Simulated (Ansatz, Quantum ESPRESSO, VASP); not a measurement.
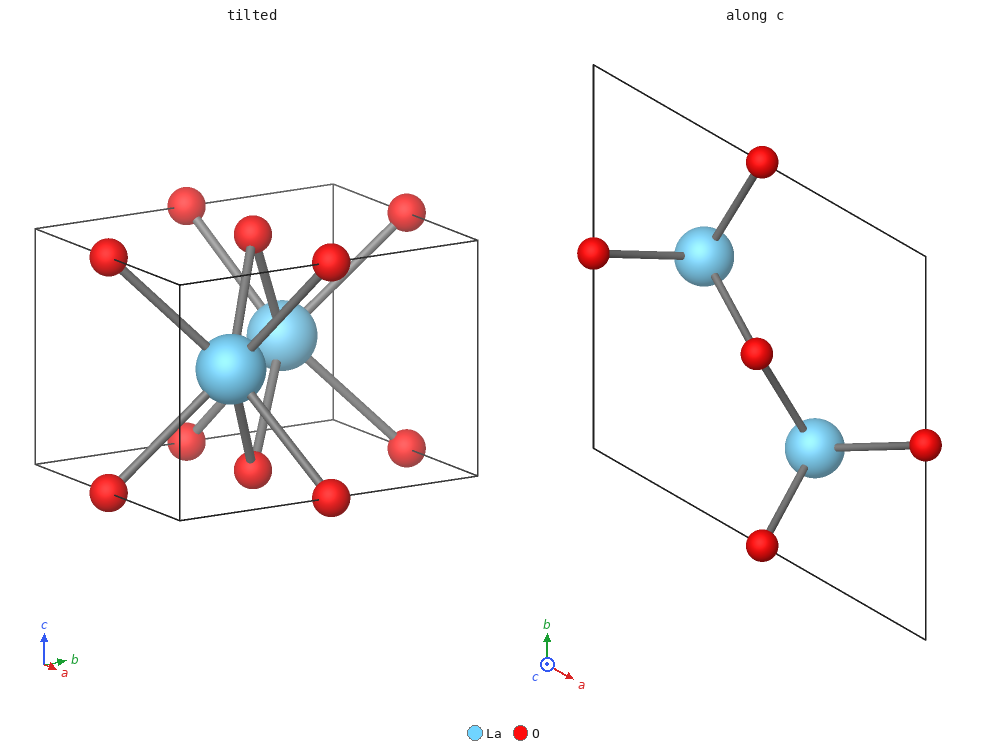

La2O3, space group P-62m (No. 189), a = 6.267 Å, b = 6.267 Å, c = 3.300 Å, α = 90.00°, β = 90.00°, γ = 120.00°. We look at a ball-and-stick model of the crystal slightly off an axis and along the c axis. The wireframe shows the conventional unit cell. The cell is a structure listed in the Materials Project. It needn't be the stable form of this composition.

One fixed geometry in three programs or potential sets. Alike in all runs: functional PBE; k mesh 5 × 5 × 8 on the run's cell of 5 atoms; occupations fermi-dirac, width 0.05 eV; no spin polarisation; no spin-orbit coupling.

| program | gap (eV) | pressure (GPa) |
| --- | --- | --- |
| Ansatz LAPW (all-electron) | 1.53 | 2.1 |
| Quantum ESPRESSO (SSSP 1.3 efficiency) | 1.53 | 2.4 |
| VASP (PBE potentials, release 64 La, O) | ? | ? |

> What does VASP (PBE potentials, release 64 La, O) give?

A gap of 1.54 eV and a pressure of 1.9 GPa. The other rows span 1.53 to 1.53 eV and 2.1 to 2.4 GPa.

> Is this cell larger or smaller than the equilibrium cell of this functional?

Smaller: all pressures given are positive (1.9 to 2.4 GPa), so its volume would grow.

Gaps are the least found on the k-mesh; a mesh with odd divisions misses some points on the zone boundary, so where the band edges lie there the true gap is smaller. Plane-wave pressures hold the error of each finite cutoff.
